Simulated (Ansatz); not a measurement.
Single-point calculation of Ge

System: Ge (P-1, 1 atom in the cell).
Method: DFT PBEsol, scalar-relativistic, plane waves, PAW, no spin polarisation (Ansatz 0.2.0).

The structure derives from a Materials Project entry. It belongs to a series of runs on one base structure; here: cell sheared at random, sigma 0.01, atoms nudged by 0.01 A. Figures and captions count atoms from 1; the log counts them from 0 in places.

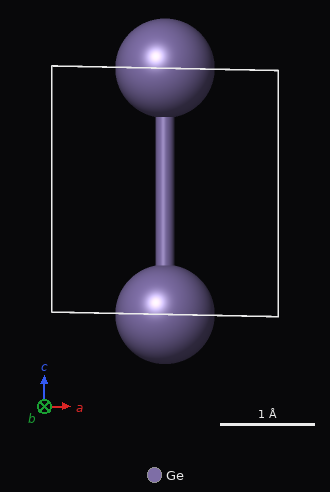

*The structure (ball-and-stick view of the cell of the calculation, along the b axis; atoms are numbered from 1 in the order of the input).*

**Input file**
```yaml
crystal:
  lattice:
    - [1.3788254233, -2.5229675922, -0.011670555]
    - [1.3899622192, 2.5290790385, -0.0240892534]
    - [-0.0341758481, -0.0065130429, 2.6324687216]
  atoms:
    - { symbol: Ge, position: [0.5, 0.5, 0.0] }
basis:
  ecutwfc: 420
kpoints:
  mp_grid: { grid: [14, 14, 12] }
hamiltonian:
  xc: pbesol
scf:
  occupations: { method: gaussian, width: 0.15 }
output:
  forces: true
  stress: true
  eigenvalues: true
```

Machine: 1 thread of Oxide Virtual Turin-like (Zen 5), 32 GiB of memory available, shared host.

Launched with:
```bash
ansatz run input.yaml --threads 1 --pin off --max-ram 2560MiB --backend cpu --events-out ev --progress --plain --runs-dir out
```

**Output**
```
Engine: ansatz 0.2.0, x86_64-unknown-linux-gnu
Pseudopotentials: kind: paw
Pseudopotential: Ge, paw, valence charge 14, recommended cutoff 420 eV (normal), Ge.paw.azcp
Functional definition: PBEsol
  exchange = pbesol_x
  correlation = pbesol_c
Crystal: 1 atoms, lattice volume = 18.408 Å³
Basis set: ecut = 420 eV, 371 PW (Γ), exchange–correlation on 40×40×36 points (8 copies of the dense FFT grid, shifted against one another)
Bands: 11, of which v1, the nominal top of the filled ones, is band 7 counted from 1 (6 counted from 0)
Symmetry: 2 space group operations
Space group: P-1 (ITA 2), of the structure as read, at distance tolerance 2.6e-5 Å
k-points: 1180 of 2352
Non-local potential: Ge, projectors of the file, l = 0: 2, l = 1: 2, l = 2: 3, l = 3: 1
PAW form: soft (Blöchl's): semilocal exchange-correlation on the pseudo side does not see the compensation charge
PAW frozen core: Ge, regenerated for the run's functional, and the local potential with it (the file was generated under x = pbe(κ = 0.804, μ = 0.2195149727645171), c = pbe(β = 0.06672455060314922))
PAW one-centre angular grid: Ge, 590 points (default); XC on 64 Gauss nodes
Initial density: superposition of atomic densities (neutral atoms: chi_scale 0, normalization atom), corrected by the library's trained network
Initial wavefunctions: pseudopotential atomic-orbital guess
Functional: x = pbesol(κ = 0.804, μ = 0.12345679012345678), c = pbesol(β = 0.046)
SCF iter   1: F=—  HF=-4253.312346 eV  |F-HF|=—  |Δ(HF+E_count)|=         —  Δρ=2.33e-3  dr2=4.79e-4  ethr=1.77e-3  ⟨swp⟩=5.0  Hψ=71890  notcnv=0
preconditioner: auto → none  [metal: Δε(μ)=0.003 eV  Ē_g=27.262 eV  σ=0.150 eV  W_gap=0.01  n_scr=8 (ndim 8)  ℏωp=32.4 eV  f_vac=0.000  D(μ)=0.43/eV (n_scr^D=0)  sad-step TF]
SCF iter   2: F=—  HF=-4253.311911 eV  |F-HF|=—  |Δ(HF+E_count)|=   4.35e-4  Δρ=1.09e-3  dr2=1.47e-4  ethr=3.42e-6  ⟨swp⟩=2.0  Hψ=29597  notcnv=0
SCF iter   3: F=—  HF=-4253.311906 eV  |F-HF|=—  |Δ(HF+E_count)|=   5.92e-6  Δρ=4.18e-4  dr2=1.99e-5  ethr=1.05e-6  ⟨swp⟩=1.0  Hψ=12843  notcnv=0
SCF iter   4: F=—  HF=-4253.311910 eV  |F-HF|=—  |Δ(HF+E_count)|=   4.80e-6  Δρ=2.47e-5  dr2=4.31e-8  ethr=1.42e-7  ⟨swp⟩=1.1  Hψ=13323  notcnv=0
iter 5 did not close the SCF: its close was put off for the readings that it lacked (scf_convergence_deferred on its scf_iter line)
SCF iter   5: F=-4253.311910 eV  HF=-4253.311910 eV  |F-HF|=9.64e-10  |Δ(HF+E_count)|=   3.70e-8  Δρ=2.82e-6  dr2=7.54e-10  ethr=3.08e-10  ⟨swp⟩=2.1  Hψ=20600  notcnv=0
SCF iter   6: F=-4253.311910 eV  HF=-4253.311910 eV  |F-HF|=3.55e-11  |Δ(HF+E_count)|=   1.05e-9  Δρ=3.62e-7  dr2=3.04e-11  ethr=5.38e-12  ⟨swp⟩=1.4  Hψ=34695  notcnv=0
SCF 1 converged in 6 iterations: F = -4253.311910 eV  dr2 = 3.04e-11
  greatest PAW one-centre occupation: 0.998 electrons in one spin orbital (limit 2), on the Ge atom at site 0 (counted from 0), in its partial waves of l = 2
```

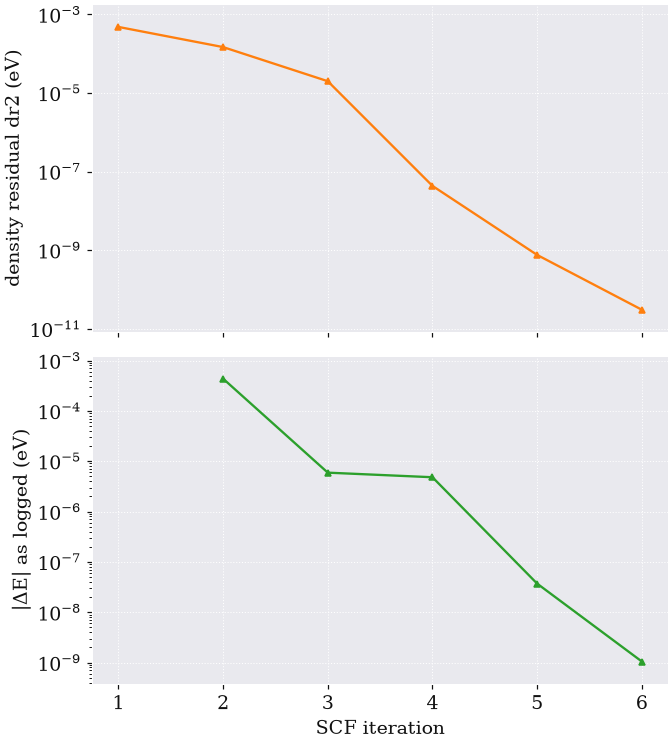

*Convergence of the self-consistent field: density residual dr2 and size of the energy change against the SCF iteration.*

The residual falls at every step.

```
SCF converged after 6 iterations
Free energy (F): -4253.311910 eV
Harris-Foulkes:  -4253.311910 eV  (|F-HF|=3.55e-11)
Internal energy: -4253.307084 eV  (E = F + TS)
E sigma→0 (E₀):  -4253.309497 eV
Entropy (-TS):   -0.004826 eV (-4.826 meV/atom)
Fermi energy:    11.178590 eV
--- Per-component energies (eV) ---
  E_band       = -111.333922
  E_kinetic    = 111.161044
  E_local      = -2139.028941  (includes V_loc(G=0)·N_el)
  E_nonlocal   = 417.930988
  E_hartree    = 936.306697
  E_xc         = -75.302612
  E_vxc        = -65.092125  (∫ρ·V_xc dr)
  E_paw        = -1976.767147  (= ΣΔE_a)
  E_vpaw       = -308.918824  (= ΣTr[D̂ρ^β])
  E_aug_tail   = 0.000310  (compensation charges beyond the density's cutoff)
  E_ewald      = -1528.525359
  E_core_change = 0.917936  (= ΣΔE_core)
  E_smearing   = -0.004826  (= −TS)
  E_closure    = 0.000000  (closes the sum)
  Σ components = -4253.311910   (vs F -4253.311910, Δ=0.00e0)
--- Forces (eV/Å), atoms counted from 1 ---
  atom   1  Ge     0.00000000     0.00000000     0.00000000
  max |Σ_I F_I| component: 0.00e0 eV/Å
--- Stress (GPa, compression-positive) ---
        2.419691      -0.040862       1.323349
       -0.040862      -2.007506       0.213348
        1.323349       0.213348      -0.211978
  P = ⅓ Tr σ = 0.0667 GPa (0.667 kbar)
--- Band table (eV; the first three rows and the last of 1180) ---
  k-point 0: bands = ["-13.5975", "-13.5073", "-13.4641", "-13.3334", "-13.3201", "-2.2196", "18.3261", "18.9387", "20.0593", "21.6667", "24.3344"]
  k-point 1: bands = ["-13.5814", "-13.5063", "-13.4633", "-13.3390", "-13.3256", "-2.0736", "16.3173", "19.0814", "20.1987", "23.4505", "24.6477"]
  k-point 2: bands = ["-13.5378", "-13.5033", "-13.4612", "-13.3545", "-13.3407", "-1.6363", "13.4028", "19.5001", "20.6148", "24.5351", "25.8665"]
  k-point 1179: bands = ["-13.5264", "-13.5000", "-13.4171", "-13.3464", "-13.2504", "6.9651", "8.6594", "8.8533", "14.3298", "19.3632", "24.5819"]
```

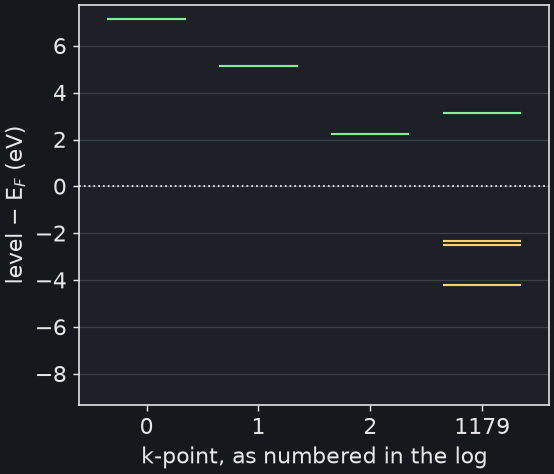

*Kohn–Sham levels near the Fermi level (dotted) at the few k-points that the log prints; levels within 0.02 eV of each other stand side by side.*

The system is metallic on the full mesh.

**Summary**

| quantity | value |
| --- | --- |
| outcome | converged |
| space group (tolerance 0.01 Å) | P-1 (2) |
| electrons treated | 14 |
| free energy | −4253.3119 eV |
| Fermi energy | 11.179 eV |
| gap on the k-point mesh | none (metallic) |
| pressure | 0.07 GPa |
| largest force (length of the vector) | under 0.001 eV/Å |
| wall time | 19 s |
| peak memory | 0.55 GiB |
